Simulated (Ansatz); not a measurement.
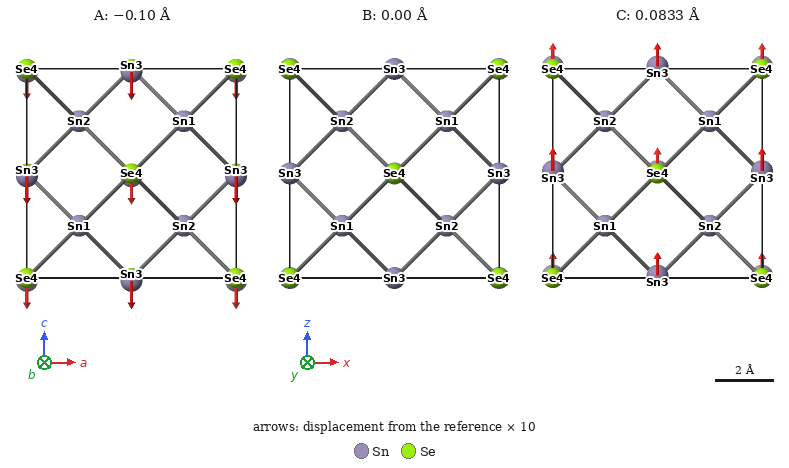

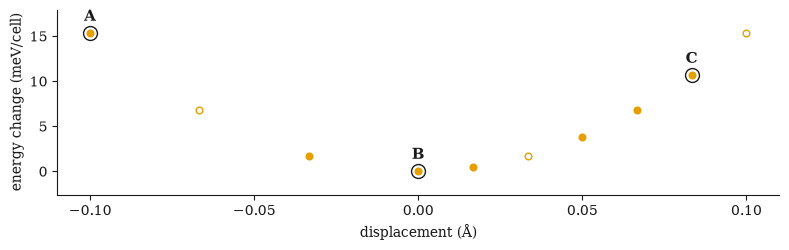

A scan of a crystal of Sn3Se (Fm-3m): Sn3 (one in each cell of 4 atoms) is moved along Cartesian [0 0 1], all else fixed. The lettered frames are marked on the plot. Hollow markers are points alike by symmetry, not computed again. A ball-and-stick model of the conventional cell (4 times the calculation's cell), seen along the b axis. Red arrows: displacements from the reference. Lengths and directions refer to the drawn axes.

Level of theory: DFT PBEsol, scalar-relativistic, plane waves, PAW (Ansatz). Set-up: plane-wave cutoff 420 eV; k-point mesh 12 × 12 × 12; occupations gaussian; smearing width 0.15 eV; no spin polarisation. Energies (free energies at the smearing named) are counted from the relaxed crystal.

Question: Describe the profile.

Answer: The lowest computed point lies at the displacement 0.00 Å (0.0 meV/cell). The end points stand at 15.3 meV/cell (−0.10 Å) and 15.3 meV/cell (0.10 Å). The curvature at zero is about 3.1 eV/Å². The well is symmetric. At the highest point the shortest interatomic distance is 3.11 Å, against 3.17 Å in the reference. The distortion takes the space group from Fm-3m to I4mm.
